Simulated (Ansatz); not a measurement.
# Si7O12 (slab): what the fields show

```xyz
19
Lattice="4.9475 0.0000 0.0000 0.0000 5.4405 0.0000 0.0000 0.0000 23.5695" Properties=species:S:1:pos:R:3 pbc="T T T"
Si    4.4791    2.3642    7.4020
O     0.7680    1.5262    8.1352
O     3.9418    3.3958    8.5847
O     2.8180    0.2631    9.2482
Si    1.3409    0.8957    9.5202
Si    3.8309    4.5214    9.7469
O     0.3429    5.1647   10.0335
O     1.4262    2.0559   10.6485
O     3.3014    3.8731   11.1323
Si    2.3658    2.7204   11.7847
O     3.3014    1.5678   12.4372
O     1.4262    3.3850   12.9210
O     0.3429    0.2762   13.5360
Si    3.8309    0.9194   13.8226
Si    1.3409    4.5452   14.0493
O     2.8180    5.1778   14.3213
O     3.9418    2.0450   14.9848
O     0.7680    3.9147   15.4342
Si    4.4791    3.0766   16.1675
```

These are results of DFT PBEsol, scalar-relativistic, plane waves, PAW (Ansatz), not measurements.

In a PAW calculation such maps are meaningful between the atoms, not at the nuclei.

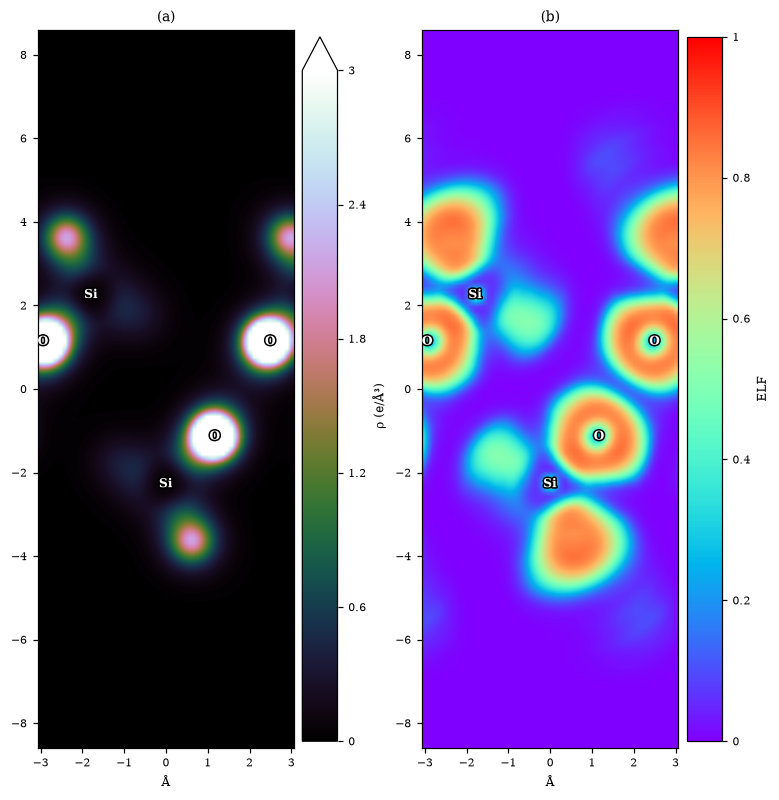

Figure 1. (a) valence pseudo-density; (b) electron localisation function on the (100) plane of the calculation cell, a cut from vacuum to vacuum.

Question: Describe what can be read from this map.

Answer:
- The section cuts through Si and O sites.
- Atoms just off the plane (O, 0.6 Å away) can leave unmarked features too.
- Si–O (1.62 Å): ρ is about 1.2 e/Å³ halfway; the ELF peaks at about 0.85 between the atoms: a polar covalent bond.
- The density dies away to nearly zero in the vacuum.
- The ELF also peaks beside O, away from the bonds: lone-pair regions.

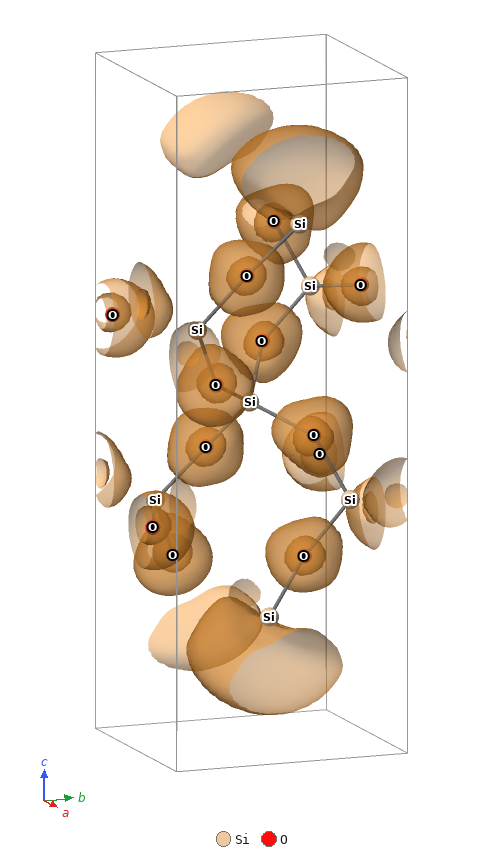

Figure 2. Isosurface of the electron localisation function at 0.75 (orange), seen slightly off an axis. Only the valence region is drawn (cores and ρ < 0.01 e/Å³ removed). Sticks mark near contacts.

Question: Describe the localisation domains.

Answer: The surface consists of twelve regions on O in which the atom's valence shell and bonds are merged and two lobes on Si, pointing away from the bonds (lone pairs), counted in one cell of 19 atoms. Counts are for one cell; the picture repeats the cell along the surface. Profiles from the grid: Si–O (1.66 Å): the ELF peaks at about 0.85 between the atoms (a shared but strongly polarised pair).

Question: Does the calculation give a band gap?

Answer: It is gapped, with a Kohn–Sham gap of 3.7 eV on the k-point mesh, an upper bound to the gap of this method.
